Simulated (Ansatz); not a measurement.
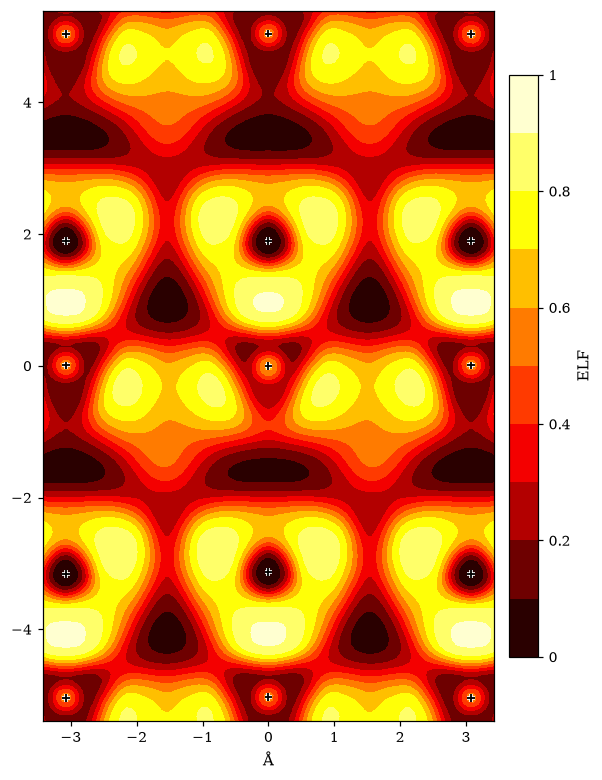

The ELF on a plane through atoms (crosses mark nuclei in the plane).

Method: DFT r2SCAN, scalar-relativistic, plane waves, PAW (Ansatz).

Candidates:
A. Si₁₆C₁₅ (cell with a defect), a = 6.16 Å, b = 6.16 Å, c = 10.08 Å, α = 90.00°, β = 90.00°, γ = 120.00°. 
B. TiSi, a = 5.79 Å, b = 5.79 Å, c = 5.79 Å, α = 90.00°, β = 90.00°, γ = 90.00°. Space group F-43m; started from the zinc blende prototype, which need not be the ambient phase; the program warned that a starting moment wasn't kept; spin-polarised, but the moments vanished.

Q: Which candidate gave the map?

A: Candidate A: Si₁₆C₁₅ on the (010) plane of the calculation cell, which holds Si and C. Si–C (1.89 Å): the ELF peaks at about 0.90 between the atoms; localised, covalent bonding.
